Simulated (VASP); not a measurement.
**Fe: geometry relaxation (part 2 of 2)**

The same run, continued: Fe (Im-3m, 1 atom in the cell); Kohn-Sham DFT of a periodic cell, RPBE, VASP PAW PBE potentials, recommended, spin-polarised (VASP 6.6.1); cutoff 600 eV, 18×18×18 k-mesh, methfessel-paxton of 0.1 eV, collinear spins. The structure derives from an entry of the Crystallography Open Database.

Geometry of the input (Å; fractional positions):
```
-1.4300  1.4300  1.4300
1.4300  -1.4300  1.4300
1.4300  1.4300  -1.4300
Fe 0.0000  0.0000  0.0000
```

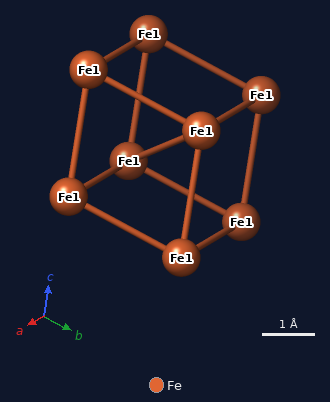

**Figure 1.** The geometry at step 1 of the log (ball-and-stick view of the cell of the calculation, seen slightly off an axis; atoms are numbered from 1 in the order of the input).

### Parts of OUTCAR, continued
```
  FORCE on cell =-STRESS in cart. coord.  units (eV):
  Direction    XX          YY          ZZ          XY          YZ          ZX
  --------------------------------------------------------------------------------------
  -------------------------------------------------------------------------------------
  Total       -0.0069051     -0.0069051     -0.0069051      0.0000000     -0.0000000      0.0000000
  in kB       -0.9458920     -0.9458920     -0.9458920      0.0000000     -0.0000000      0.0000000
  external PRESSURE =      -0.9458920 kB  Pullay stress =       0.0000000 kB

 VOLUME and BASIS-vectors are now :
 -----------------------------------------------------------------------------
  energy-cutoff  :      600.00
  volume of cell :       11.70
      direct lattice vectors                 reciprocal lattice vectors
    -1.429970555  1.429970555  1.429970555     0.000000000  0.349657550  0.349657550
     1.429970555 -1.429970555  1.429970555     0.349657550  0.000000000  0.349657550
     1.429970555  1.429970555 -1.429970555     0.349657550  0.349657550  0.000000000

 POSITION                                       TOTAL-FORCE (eV/Angst)
 -----------------------------------------------------------------------------------
      0.00000      0.00000      0.00000         0.000000      0.000000     -0.000000
 -----------------------------------------------------------------------------------
    total drift:                                0.000000     -0.000000      0.000000

  FREE ENERGIE OF THE ION-ELECTRON SYSTEM (eV)
  ---------------------------------------------------
  free  energy   TOTEN  =        -7.7576633534 eV

  energy  without entropy=       -7.7576854926  energy(sigma->0) =       -7.75767073

--------------------------------------- Ionic step        2  -------------------------------------------

 number of electron       8.0000000 magnetization       2.2325814

------------------------ aborting loop because EDIFF is reached ----------------------------------------

  FORCE on cell =-STRESS in cart. coord.  units (eV):
  Direction    XX          YY          ZZ          XY          YZ          ZX
  --------------------------------------------------------------------------------------
  -------------------------------------------------------------------------------------
  Total        0.0056104      0.0056104      0.0056104      0.0000000     -0.0000000     -0.0000000
  in kB        0.7693074      0.7693074      0.7693074      0.0000000     -0.0000000     -0.0000000
  external PRESSURE =       0.7693074 kB  Pullay stress =       0.0000000 kB

 VOLUME and BASIS-vectors are now :
 -----------------------------------------------------------------------------
  energy-cutoff  :      600.00
  volume of cell :       11.68
      direct lattice vectors                 reciprocal lattice vectors
    -1.429494200  1.429494200  1.429494200     0.000000000  0.349774067  0.349774067
     1.429494200 -1.429494200  1.429494200     0.349774067  0.000000000  0.349774067
     1.429494200  1.429494200 -1.429494200     0.349774067  0.349774067  0.000000000

 POSITION                                       TOTAL-FORCE (eV/Angst)
 -----------------------------------------------------------------------------------
      0.00000      0.00000      2.85899         0.000000      0.000000     -0.000000
 -----------------------------------------------------------------------------------
    total drift:                               -0.000000     -0.000000      0.000000

  FREE ENERGIE OF THE ION-ELECTRON SYSTEM (eV)
  ---------------------------------------------------
  free  energy   TOTEN  =        -7.7576625434 eV

  energy  without entropy=       -7.7576511551  energy(sigma->0) =       -7.75765875

--------------------------------------- Ionic step        3  -------------------------------------------

 number of electron       7.9999999 magnetization       2.2343610

 Free energy of the ion-electron system (eV)
  ---------------------------------------------------
  ext. energy  EPLUGINS =         0.00000000
  ---------------------------------------------------
  free energy    TOTEN  =        -7.75766410 eV

  energy without entropy =       -7.75767377  energy(sigma->0) =       -7.75766733

 E-fermi :   5.6088     XC(G=0): -12.8623     alpha+bet :-13.2578

 val. band max:        5.6082220569   @ k =  -0.4444  -0.4444   0.1667
 cond. band min:       5.6090716239   @ k =  -0.4444   0.4444   0.3889
 fundamental gap:      0.0008495670
 Fermi energy:         5.6087612135

 spin component 1

 k-point     1 :       0.0000    0.0000    0.0000
  band No.  band energies     occupation
      1      -2.5653      1.00000
      2       3.3862      1.00000
      3       3.3862      1.00000
      4       3.3862      1.00000
      5       4.5256      1.00000
      6       4.5256      1.00000
      7      30.4054      0.00000
      8      30.4054      0.00000
      9      30.4054      0.00000
     10      35.3111      0.00000

 k-point     2 :       0.0556    0.0000    0.0000
  band No.  band energies     occupation
      1      -2.4401      1.00000
      2       3.3530      1.00000
      3       3.3842      1.00000
      4       3.4519      1.00000
      5       4.4924      1.00000
      6       4.5282      1.00000
      7      29.5292      0.00000
      8      30.2136      0.00000
      9      30.3013      0.00000
     10      34.7368      0.00000

 k-point     3 :       0.1111    0.0000    0.0000
  band No.  band energies     occupation
      1      -2.0719      1.00000
      2       3.2584      1.00000
      3       3.3679      1.00000
      4       3.6440      1.00000
      5       4.4157      1.00000
      6       4.5367      1.00000
      7      27.5295      0.00000
      8      29.5375      0.00000
      9      30.0428      0.00000
     10      33.6802      0.00000

 k-point     4 :       0.1667    0.0000    0.0000
  band No.  band energies     occupation
      1      -1.4868      1.00000
      2       3.1158      1.00000
      3       3.3183      1.00000
      4       3.9478      1.00000
      5       4.3531      1.00000
      6       4.5523      1.00000
      7      25.0764      0.00000
      8      28.4398      0.00000
      9      29.7283      0.00000
     10      31.8432      0.00000

 k-point     5 :       0.2222    0.0000    0.0000
  band No.  band energies     occupation
      1      -0.7441      1.00000
      2       2.9445      1.00000
      3       3.2592      1.00000
      4       4.3374      1.00000
      5       4.3531      1.00000
      6       4.5757      1.00000
      7      22.4783      0.00000
      8      27.2181      0.00000
      9      29.4278      0.00000
     10      30.1424      0.00000

 [... the levels of 18 k-points are left out ...]

 k-point    24 :       0.3889    0.1111   -0.0000
  band No.  band energies     occupation
      1       1.1258      1.00000
      2       2.4273      1.00000
      3       4.0462      1.00000
      4       4.5676      1.00000
      5       5.1468      1.00000
      6       7.3102     -0.00000
      7      13.6155      0.00000
      8      21.6333      0.00000
      9      24.8966      0.00000
     10      30.2002      0.00000

 [... further k-points ...]

 spin component 2

 k-point     1 :       0.0000    0.0000    0.0000
  band No.  band energies     occupation
      1      -2.4697      1.00000
      2       5.3916      1.00442
      3       5.3917      1.00444
      4       5.3918      1.00444
      5       7.4081     -0.00000
      6       7.4083     -0.00000
      7      30.0336      0.00000
      8      30.0336      0.00000
      9      30.0336      0.00000
     10      35.4015      0.00000

 k-point     2 :       0.0556    0.0000    0.0000
  band No.  band energies     occupation
      1      -2.3440      1.00000
      2       5.3509      1.00081
      3       5.3845      1.00339
      4       5.4637      1.02981
      5       7.3632     -0.00000
      6       7.4111     -0.00000
      7      29.3048      0.00000
      8      29.8854      0.00000
      9      29.9833      0.00000
     10      34.9582      0.00000

 k-point     3 :       0.1111    0.0000    0.0000
  band No.  band energies     occupation
      1      -1.9730      1.00000
      2       5.2347      1.00000
      3       5.3528      1.00088
      4       5.6749      0.05415
      5       7.2517     -0.00000
      6       7.4211     -0.00000
      7      27.5757      0.00000
      8      29.3382      0.00000
      9      29.8542      0.00000
     10      34.4986      0.00000

 k-point     4 :       0.1667    0.0000    0.0000
  band No.  band energies     occupation
      1      -1.3766      1.00000
      2       5.0604      1.00000
      3       5.2748      1.00001
      4       6.0101     -0.00000
      5       7.1345     -0.00000
      6       7.4407     -0.00000
      7      25.3722      0.00000
      8      28.3676      0.00000
      9      29.6910      0.00000
     10      32.6335      0.00000

 k-point     5 :       0.2222    0.0000    0.0000
  band No.  band energies     occupation
      1      -0.5947      1.00000
      2       4.8523      1.00000
      3       5.1484      1.00000
      4       6.4429     -0.00000
      5       7.0719     -0.00000
      6       7.4718     -0.00000
      7      22.9752      0.00000
      8      27.2077      0.00000
      9      29.5306      0.00000
     10      30.8918      0.00000

 [... the levels of 18 k-points are left out ...]

 k-point    24 :       0.3889    0.1111   -0.0000
  band No.  band energies     occupation
      1       2.3922      1.00000
      2       4.2053      1.00000
      3       5.3506      1.00080
      4       7.1990     -0.00000
      5       7.7364      0.00000
      6       8.9231      0.00000
      7      14.8170      0.00000
      8      22.0009      0.00000
      9      25.2902      0.00000
     10      30.4780      0.00000

 [... further k-points ...]

------------------------ aborting loop because EDIFF is reached ----------------------------------------

  FORCE on cell =-STRESS in cart. coord.  units (eV):
  Direction    XX          YY          ZZ          XY          YZ          ZX
  --------------------------------------------------------------------------------------
  -------------------------------------------------------------------------------------
  Total        0.0024182      0.0024182      0.0024182      0.0000000      0.0000000      0.0000000
  in kB        0.3313759      0.3313759      0.3313759      0.0000000      0.0000000      0.0000000
  external PRESSURE =       0.3313759 kB  Pullay stress =       0.0000000 kB

 VOLUME and BASIS-vectors are now :
 -----------------------------------------------------------------------------
  energy-cutoff  :      600.00
  volume of cell :       11.69
      direct lattice vectors                 reciprocal lattice vectors
    -1.429786649  1.429786649  1.429786649     0.000000000  0.349702524  0.349702524
     1.429786649 -1.429786649  1.429786649     0.349702524  0.000000000  0.349702524
     1.429786649  1.429786649 -1.429786649     0.349702524  0.349702524  0.000000000

 POSITION                                       TOTAL-FORCE (eV/Angst)
 -----------------------------------------------------------------------------------
      0.00000      0.00000     -0.00000         0.000000     -0.000000     -0.000000
 -----------------------------------------------------------------------------------
    total drift:                                0.000000      0.000000      0.000000

  FREE ENERGIE OF THE ION-ELECTRON SYSTEM (eV)
  ---------------------------------------------------
  free  energy   TOTEN  =        -7.7576641045 eV

  energy  without entropy=       -7.7576737685  energy(sigma->0) =       -7.75766733

 reached required accuracy - stopping structural energy minimisation

 total charge

# of ion       s       p       d       tot
------------------------------------------
    1        0.474   0.516   6.214   7.204

 magnetization (x)

# of ion       s       p       d       tot
------------------------------------------
    1       -0.016  -0.064   2.322   2.243
```

### CONTCAR
```
Fe
   1.00000000000000
    -1.4297866490547861    1.4297866490547861    1.4297866490547861
     1.4297866490547861   -1.4297866490547861    1.4297866490547861
     1.4297866490547861    1.4297866490547861   -1.4297866490547861
  Fe
     1
Direct
     0.0000000000000000    0.0000000000000000    0.0000000000000000

  0.00000000E+00  0.00000000E+00  0.00000000E+00
```

### Trajectory as extended XYZ (Å, eV, eV/Å), 3 frames, from step=0 to step=2
```
1
Lattice="-1.4300 1.4300 1.4300 1.4300 -1.4300 1.4300 1.4300 1.4300 -1.4300" Properties=species:S:1:pos:R:3:forces:R:3 step=0 energy=-7.75766
Fe    0.0000    0.0000    0.0000    0.0000   0.0000   0.0000
1
Lattice="-1.4295 1.4295 1.4295 1.4295 -1.4295 1.4295 1.4295 1.4295 -1.4295" Properties=species:S:1:pos:R:3:forces:R:3 step=1 energy=-7.75766
Fe    0.0000    0.0000    2.8590    0.0000   0.0000   0.0000
1
Lattice="-1.4298 1.4298 1.4298 1.4298 -1.4298 1.4298 1.4298 1.4298 -1.4298" Properties=species:S:1:pos:R:3:forces:R:3 step=2 energy=-7.75766
Fe    0.0000    0.0000    0.0000    0.0000   0.0000   0.0000
```

### Summary

- outcome: converged
- space group (tolerance 0.01 Å): Im-3m (229)
- electrons treated: 8
- free energy: −7.7577 eV
- Fermi energy: 5.609 eV
- gap on the k-point mesh: none (metallic)
- net moment of the cell: 2.23 μB
- pressure: 0.03 GPa
- final volume: 11.69 Å³
- largest force (length of the vector) at the end: under 0.001 eV/Å
- final cell: a = 2.476 Å, b = 2.476 Å, c = 2.476 Å, α = 109.47°, β = 109.47°, γ = 109.47°
- wall time: 38 s
- peak memory: 0.17 GiB
